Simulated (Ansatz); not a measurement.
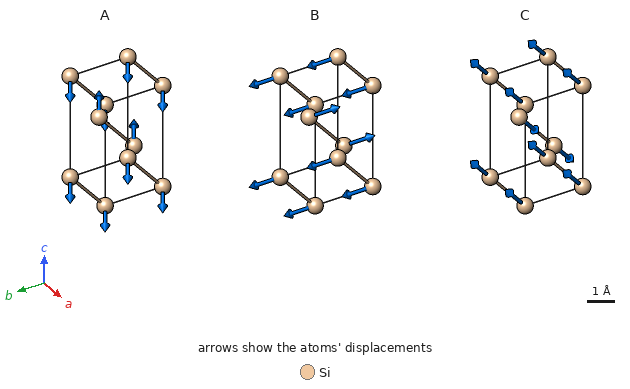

Three modes of crystalline Si at the zone centre of a doubled cell, in no order. The blue arrows are the displacements of the atoms (eigenvector over the root of the mass), of arbitrary overall length and sign. Style: ball-and-stick. Shown: the cell of the calculation, from a free direction.

Level of theory: DFT r2SCAN, scalar-relativistic, plane waves, PAW in Ansatz. Set-up: plane-wave cutoff 500 eV; k-point mesh 24 × 22 × 14; occupations gaussian; smearing width 0.15 eV; no spin polarisation.

Question: Rank the modes by frequency, softest first.

Answer: B (106 cm⁻¹), C (165 cm⁻¹), A (285 cm⁻¹). B, non-degenerate: All motion is along b of the drawn cell; atoms of one kind move against one another, with no net shift of their sublattice. C, non-degenerate: All motion is along a of the drawn cell; atoms of one kind move against one another, with no net shift of their sublattice. A, non-degenerate: All motion is along c of the drawn cell; atoms of one kind move against one another, with no net shift of their sublattice. The crystal is metallic in this run.
